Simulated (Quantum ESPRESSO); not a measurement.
**Energy of HgTe along an even scaling of the cell**

System: HgTe (2 atoms in the cell).
Method: Kohn-Sham DFT of a periodic cell, PW86PBE, PseudoDojo 0.4.1 SR PBE standard, no spin polarisation (Quantum ESPRESSO 7.5).

The 7 runs differ only in the geometry, by an even scaling of the cell at fixed fractional positions. The structure derives from an entry of the Crystallography Open Database.

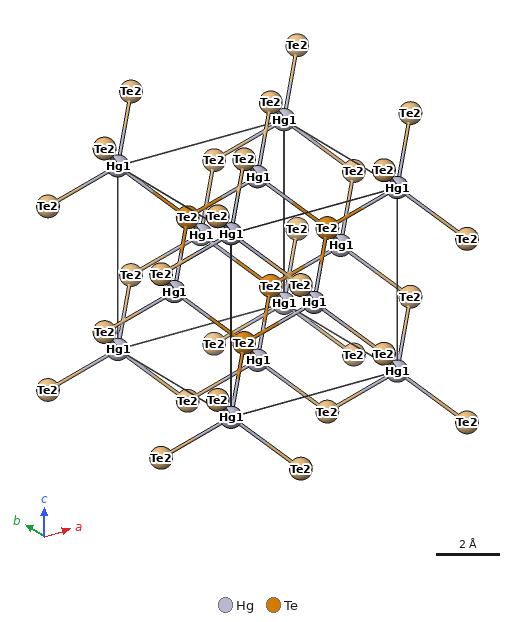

Figure 1. The structure of run 4 (ball-and-stick view of the cell 4 times as large as that of the calculation, set on its symmetry axes, seen at an oblique angle; neighbours outside the cell are drawn fainter; atoms are numbered from 1 in the order of the input).

### Input of run 4
```
&CONTROL
  calculation = 'scf'
  prefix = 'pwscf'
  outdir = './tmp'
  pseudo_dir = './pseudo'
  tprnfor = .true.
  tstress = .true.
  disk_io = 'nowf'
/
&SYSTEM
  ibrav = 0
  nat = 2
  ntyp = 2
  ecutwfc = 80
  nbnd = 26
  input_dft = 'pw86pbe'
  occupations = 'smearing'
  smearing = 'fd'
  degauss = 0.00367493
/
&ELECTRONS
  conv_thr = 4d-10
  electron_maxstep = 120
  mixing_beta = 0.5
/
ATOMIC_SPECIES
Hg   200.5920 Hg.upf
Te   127.6000 Te.upf
CELL_PARAMETERS angstrom
   0.0000000000    3.2145000000    3.2145000000
   3.2145000000    0.0000000000    3.2145000000
   3.2145000000    3.2145000000    0.0000000000
ATOMIC_POSITIONS crystal
Hg     0.0000000000    0.0000000000    0.0000000000
Te     0.7500000000    0.7500000000    0.7500000000
K_POINTS automatic
7 7 7 0 0 0
```

Command:
```bash
OMP_NUM_THREADS=1 pw.x -in pw.in > pw.out
```

Lattice vectors (Å) and fractional positions of run 4:
```
   0.000000    3.214500    3.214500
   3.214500    0.000000    3.214500
   3.214500    3.214500    0.000000
Hg  0.000000  0.000000  0.000000
Te  0.750000  0.750000  0.750000
```

Run 5 differs from it as follows:
```diff
-   0.0000000000    3.2145000000    3.2145000000
-   3.2145000000    0.0000000000    3.2145000000
-   3.2145000000    3.2145000000    0.0000000000
+   0.0000000000    3.2357886999    3.2357886999
+   3.2357886999    0.0000000000    3.2357886999
+   3.2357886999    3.2357886999    0.0000000000
```

### Results, with one run withheld

| run | volume per atom (Å³) | free energy per atom, from the lowest run given (meV) | pressure (GPa) |
| --- | --- | --- | --- |
| 1 | 31.223 | 176.56 | 11.28 |
| 2 | 31.887 | 133.01 | 9.63 |
| 3 | 32.551 | 95.93 | 8.16 |
| 4 | 33.215 | 64.65 | 6.83 |
| 5 | 33.880 | ? | ? |
| 6 | 34.544 | 17.19 | 4.58 |
| 7 | 35.208 | 0.00 | 3.62 |

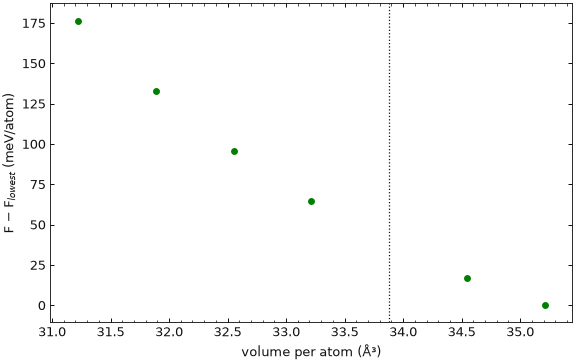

Figure 2. Free energy per atom of the runs given; the dotted line marks run 5.

Estimate the energy of run 5 from the others.

A cubic polynomial in V^(−2/3) (the Birch–Murnaghan form), fitted to the 6 runs given, misses them by at most 0.01 meV per atom. With x = V^(−2/3) − 0.09709 Å⁻², it reads F = 71.692 + 22951 x + 1.284e+06 x² + 6.8156e+06 x³ (meV per atom). At run 5 it gives 38.56 meV per atom, and the run itself gives 38.60. The slope of the fit gives a pressure −dF/dV of 5.70 GPa there, and the run prints 5.65 GPa. The two needn't agree exactly: the fit is approximate, and the printed stress is taken on a finite basis. The fit has no minimum inside this range.

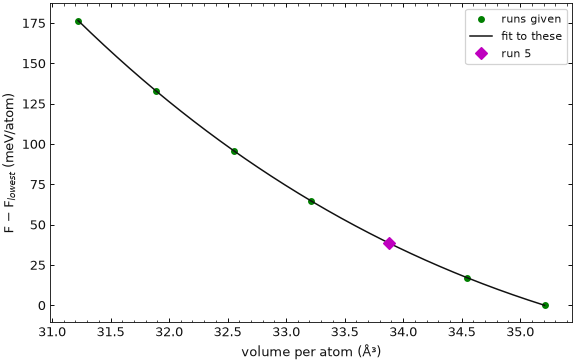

Figure 3. The fit and the withheld run.

### Some lines of the output (run 5)
```
[...]
     number of k points=    20  Fermi-Dirac smearing, width (Ry)=  0.0037
     total energy              =    -543.13129141 Ry
     total energy              =    -543.14470690 Ry
     total energy              =    -543.14595038 Ry
     total energy              =    -543.14599570 Ry
     total energy              =    -543.14599811 Ry
     total energy              =    -543.14599835 Ry
     total energy              =    -543.14599836 Ry
     total energy              =    -543.14599837 Ry
     the Fermi energy is     8.9934 ev
!    total energy              =    -543.14599837 Ry
     The total energy is F=E-TS. E is the sum of the following terms:
     Computing stress (Cartesian axis) and pressure
          total   stress  (Ry/bohr**3)                   (kbar)     P=       56.47
```

Notes: The record of the run, not the program, notes: potentials made for another functional. Points of doubt noted for this run: potentials made for another functional. Spin–orbit coupling is left out, which matters for Hg.
